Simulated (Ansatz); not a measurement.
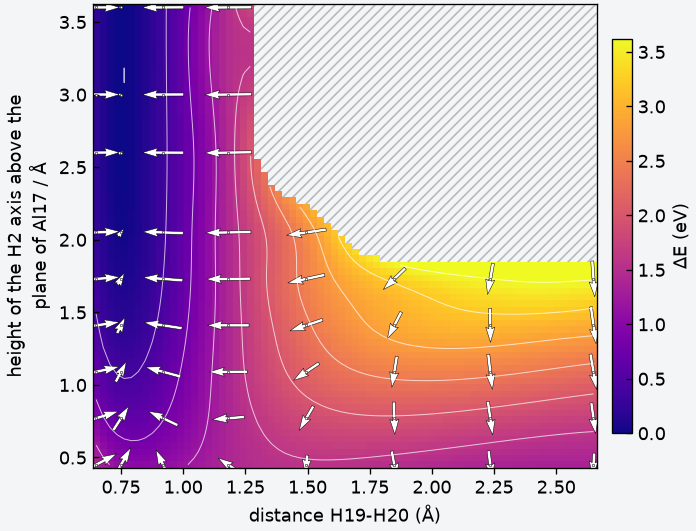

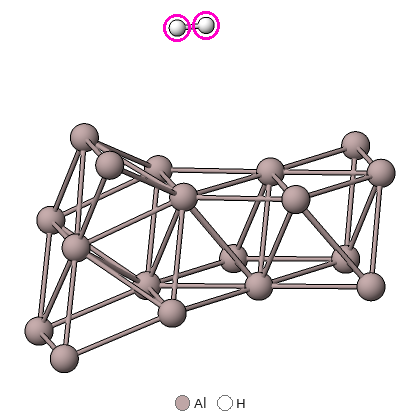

Energy landscape of H₂ on an Al(101) slab cut from the P6_3/mmc phase, its upper half relaxed before the scan (18 atoms of substrate and one adsorbate in a 2 × 1 cell). H2 lies flat over one site of a rigid substrate while its bond length and height are varied; it sits over a hollow site, heights counted from the top plane, its axis along the second surface vector. The first coordinate is: distance H19-H20; the second: height of the H2 axis above the plane of Al17. Grid: 8 × 9 points. At 15 points there is no value (left out: too close to the surface, or the stretched molecule far from it). Points are written as (first, second). All energies are given in eV relative to the lowest grid point. The calculation used DFT PBE, scalar-relativistic, plane waves, PAW in Ansatz 0.2.0. Settings: cutoff 420 eV, k-mesh 5×3×1, gaussian smearing 0.1 eV, no spin polarisation.

In the figure: a smooth colour map with a few white contour lines, dots at the grid points, arrows along the force (downhill), their lengths compressed, hatched blanks where no value was computed. Between grid points the surface is interpolated. The second picture is the structure at the lowest point; rings mark the moved atoms.

Question: Summarise what can be read from the map.

Answer: The lowest grid point is at (0.750 Å, 3.00 Å). The highest grid point, (2.650 Å, 1.73 Å), lies 3.62 eV above the lowest. On the interpolated surface the lowest path from the intact molecule far from the surface, about (0.76 Å, 3.11 Å), to the stretched end of the scan, about (2.54 Å, 0.45 Å), has its top at (1.495 Å, 0.45 Å), about 1.6 eV above the start and 0.22 eV above the end.

Grid values (eV):

| second ↓, first → | 0.650 | 0.750 | 0.919 | 1.181 | 1.495 | 1.849 | 2.235 | 2.650 |
| --- | --- | --- | --- | --- | --- | --- | --- | --- |
| 3.60 | 0.22 | 0.00 | 0.35 | 1.48 | – | – | – | – |
| 3.00 | 0.22 | 0.00 | 0.35 | 1.47 | – | – | – | – |
| 2.60 | 0.23 | 0.00 | 0.35 | 1.45 | – | – | – | – |
| 2.05 | 0.26 | 0.04 | 0.36 | 1.43 | 2.63 | – | – | – |
| 1.73 | 0.32 | 0.09 | 0.40 | 1.41 | 2.51 | 3.26 | 3.60 | 3.62 |
| 1.41 | 0.43 | 0.19 | 0.48 | 1.41 | 2.36 | 2.92 | 3.07 | 2.95 |
| 1.09 | 0.63 | 0.37 | 0.61 | 1.41 | 2.15 | 2.48 | 2.47 | 2.28 |
| 0.77 | 0.94 | 0.65 | 0.79 | 1.39 | 1.86 | 1.97 | 1.87 | 1.73 |
| 0.45 | 1.44 | 1.09 | 1.09 | 1.40 | 1.57 | 1.50 | 1.39 | 1.35 |

The input of one point:

```yaml
crystal:
  lattice:
    - [5.7070863106, 0.0, 0.0]
    - [-1.4267715776, 9.701484238, 0.0]
    - [0.0, 0.0, 22.7903703519]
  atoms:
    - { symbol: Al, position: [0.2662216041, 0.0648864163, 0.1755127248] }
    - { symbol: Al, position: [0.7662216041, 0.0648864163, 0.1755127248] }
    - { symbol: Al, position: [0.3354806058, 0.3419224231, 0.2192029854] }
    - { symbol: Al, position: [0.8354806058, 0.3419224231, 0.2192029854] }
    - { symbol: Al, position: [0.1493324061, 0.5973296244, 0.2279410375] }
    - { symbol: Al, position: [0.6493324061, 0.5973296244, 0.2279410375] }
    - { symbol: Al, position: [0.4631842064, 0.8527368258, 0.2366790896] }
    - { symbol: Al, position: [0.9631842065, 0.8527368258, 0.2366790896] }
    - { symbol: Al, position: [0.0319772093, 0.1277109169, 0.2808262502] }
    - { symbol: Al, position: [0.5319772093, 0.1277109169, 0.2808262502] }
    - { symbol: Al, position: [0.0997917601, 0.4042231294, 0.3301071124] }
    - { symbol: Al, position: [0.5997917601, 0.4042231294, 0.3301071124] }
    - { symbol: Al, position: [0.4144000537, 0.6596656514, 0.3369822081] }
    - { symbol: Al, position: [0.9144000537, 0.6596656514, 0.3369822081] }
    - { symbol: Al, position: [0.2263076916, 0.9110819252, 0.344925913] }
    - { symbol: Al, position: [0.7263076916, 0.9110819252, 0.344925913] }
    - { symbol: Al, position: [0.2962427243, 0.1814072004, 0.3857054631] }
    - { symbol: Al, position: [0.7962427243, 0.1814072004, 0.3857054631] }
    - { symbol: H, position: [0.60626438, 0.3863895871, 0.5173400068] }
    - { symbol: H, position: [0.60626438, 0.4628746302, 0.5173400068] }
basis:
  ecutwfc: 420
kpoints:
  mp_grid: { grid: [5, 3, 1] }
hamiltonian:
  xc: pbe
  pseudopotentials: { kind: paw, azcp: { folder: soft_1 } }
scf:
  occupations: { method: gaussian, width: 0.1 }
output:
  forces: true
  eigenvalues: true
efield:
  axis: 3
  dipole_correction: true
  ramp_width: 0.04
```

Time for the 57 points that were run: 68 min on 1 thread of Arm Neoverse V1 (shared host).
